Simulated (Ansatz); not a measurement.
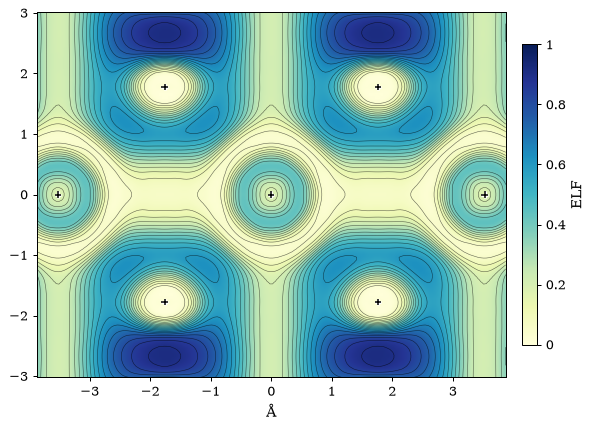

The ELF on a plane through atoms (crosses mark nuclei in the plane).

Computed with DFT PBE, scalar-relativistic, plane waves, PAW (Ansatz).

Candidates:
A. MgB₂, a = 3.09 Å, b = 3.09 Å, c = 3.52 Å, α = 90.00°, β = 90.00°, γ = 120.00°. Space group P6/mmm.
B. Ag, a = 3.03 Å, b = 3.03 Å, c = 9.88 Å, α = 90.00°, β = 90.00°, γ = 120.00°. Space group P6₃/mmc; changed on purpose from its base cell (volume × 1.10, shape and atoms relaxed); computed pressure about −7 GPa in this cell.

**Which candidate gave the map?**

Candidate A: MgB₂ on the (110) plane of the conventional cell, which holds Mg and B. Mg–B (2.51 Å): the ELF peaks at about 0.60 in the valence shell of B, 0.9 Å from its nucleus, and is about 0.40 at the midpoint.
